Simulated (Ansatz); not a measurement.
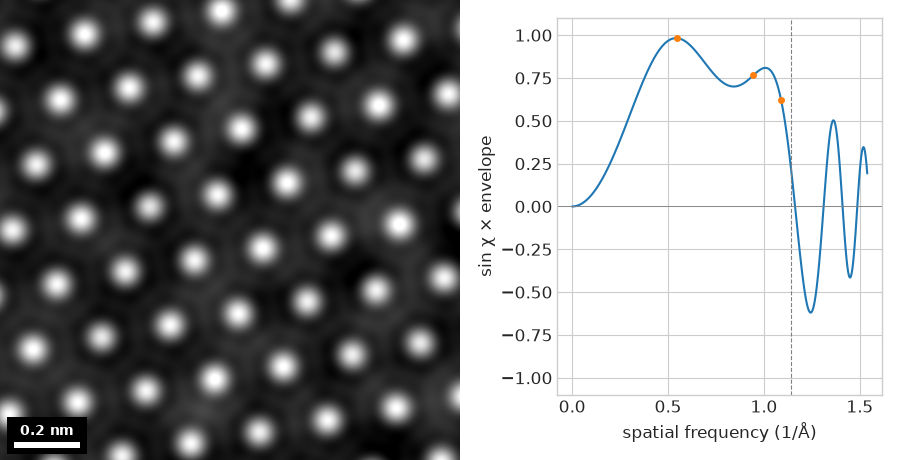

HRTEM-like image of Ni (Fd-3m, No. 227) along [111]. Simulated in the weak-phase-object approximation with neutral-atom potentials: 200 kV, Cs = −20 µm, defocus +85 Å (negative is underfocus), defocus spread 8 Å, aperture 1.14 1/Å. The speckle of an amorphous layer was added. Structure: the input geometry of an electronic-structure calculation (not necessarily at equilibrium); the starting structure was generated, so it need not be a known form of this composition.

The plot gives the contrast transfer function, the aperture (dashed) and the crystal's spatial frequencies that carry visible contrast (dots).

**Do the atom columns appear dark or bright, and why?**

Bright. With negative Cs and overfocus sin χ is positive over the pass band, so the strongest columns (Ni) come out brighter than the background.

**What point resolution do these settings give, and which lattice spacings pass?**

About 0.9 Å (0.66 |Cs|^(1/4) λ^(3/4) with λ = 0.0251 Å). The spacings that carry visible contrast are {220} at 1.83 Å, {422} at 1.06 Å, {440} at 0.92 Å.
